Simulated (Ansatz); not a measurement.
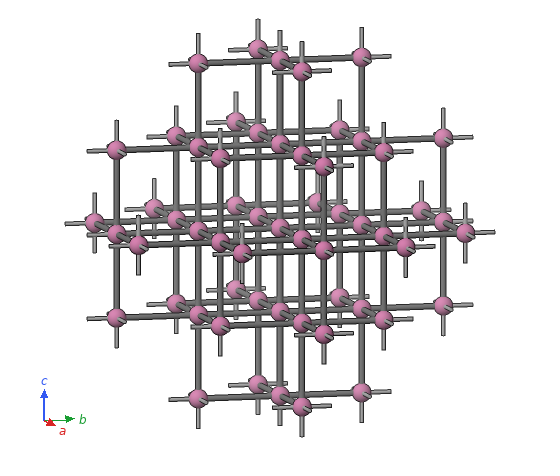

A cut-out of a periodic net derived from a crystal structure. Nodes are coloured by topological kind. Edges to nodes outside the piece are drawn as stubs.

> Describe the net.

A uninodal 6-connected, three-periodic net. It is the pcu net, known from NaCl, ReO3 and the B-X framework of perovskite.

> Give point symbol and coordination sequence.

4^12.6^3, sequence 6, 18, 38, 66.

Where the net comes from. MgSe (space group Fm-3m, No. 225). Coordinates: a calculation's input that goes back to an entry of the Crystallography Open Database (an earlier step may have relaxed or displaced it). Bonds are taken as Mg–Se below 3.1 Å. Atoms with one bond or none are removed and atoms with two bonds are replaced by edges, until no such atom is left. Mg and Se are 6-connected nodes.
